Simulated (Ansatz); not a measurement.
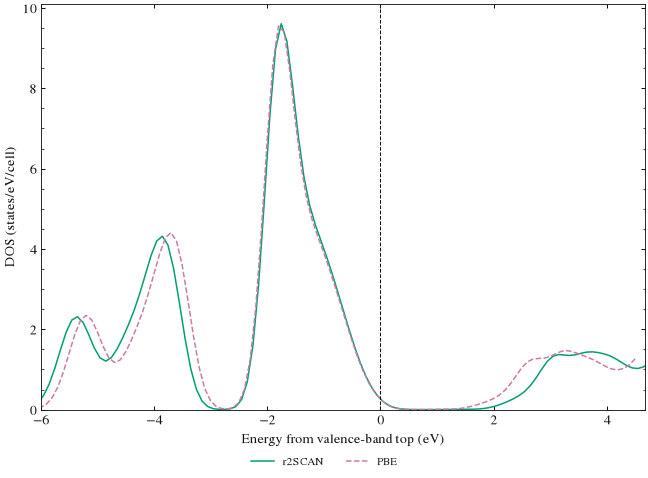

Total densities of states of CuI, space group I-4m2, 2 atoms in the primitive cell, relaxed with r2SCAN, then under +5.68 % epitaxial xy strain (a = 4.502 Å, c = 5.552 Å (tetragonal axes)), by two methods on the same cell. The DOS curves are built from the levels of the k mesh with Gaussians 0.55 eV wide, which also blur the band edges; ripples of that width can come from the mesh. Each is counted from its own valence-band top.

Question: What changes from one method to the other?

Answer: r2SCAN gives a gap of 1.49 eV and PBE gives a gap of 1.00 eV.

Settings. r2SCAN: Ansatz PAW set, no spin polarisation, no spin-orbit coupling, 8×8×8 k mesh, 500 eV cutoff, fixed occupations (Ansatz). PBE: Ansatz PAW set, no spin polarisation, no spin-orbit coupling, 8×8×8 k mesh, 420 eV cutoff, Fermi-Dirac smearing of 0.02 eV (Ansatz).

Gaps are the smallest over all k points computed. Spin-orbit coupling is left out, which matters for I. LDA, GGA and most meta-GGA functionals understate gaps. The usual form of CuI is zincblende. r2SCAN: the PAW data sets were made with another functional.
